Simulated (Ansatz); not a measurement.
Start from this file.

```xyz
4
Lattice="3.5749 0.0000 0.0000 0.0000 3.5749 0.0000 0.0000 0.0000 3.5749" Properties=species:S:1:pos:R:3 pbc="T T T"
Al    0.0000    0.0000    0.0000
Co    1.7875    1.7875    0.0000
Co    1.7875    0.0000    1.7875
Co    0.0000    1.7875    1.7875
```

**What crystal do these data define?**

Chemical formula AlCo3. The structure has Pm-3m (No. 221) symmetry and a primitive cubic lattice. The structure type is Cu₃Au (L1₂) type. In the cell are 1 Al, 3 Co, which makes 1 formula unit. Each Al atom is coordinated by twelve Co in a cuboctahedral arrangement at 2.53 Å. Each Co is bonded to eight Co and four Al in a cuboctahedral arrangement (2.53 Å to Co, 2.53 Å to Al). The bonds build a three-dimensional framework.

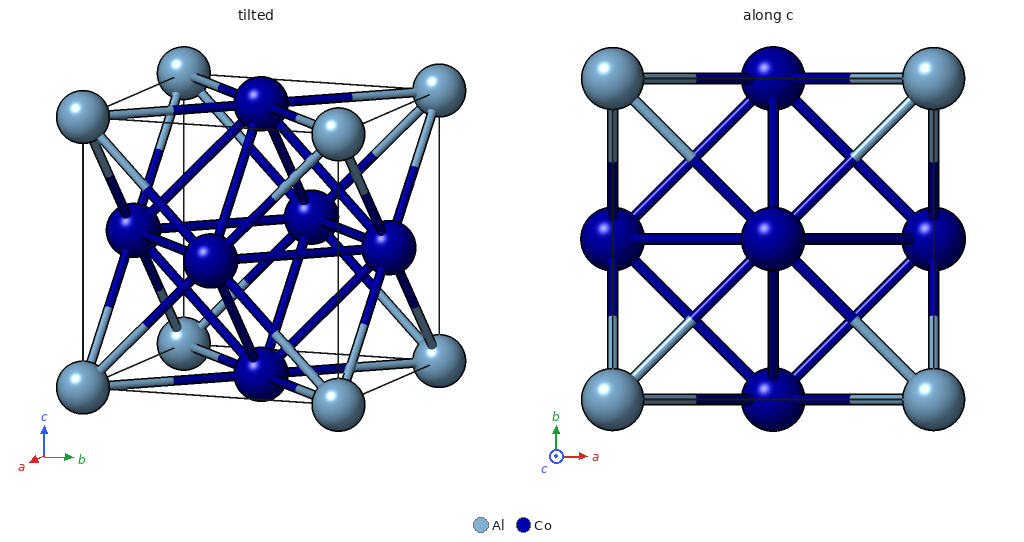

View slightly off an axis and along the c axis, drawn as a ball-and-stick model. The edges of the conventional unit cell are marked.

The model was built from a structure listed in the Materials Project. Earlier steps of the study may have refined or changed the cell and positions. It was run through Ansatz as a DFT input.

At this level of theory the cell isn't at rest (stretched, at -7 GPa), so its distances can differ from those at equilibrium, the more so the softer the solid.
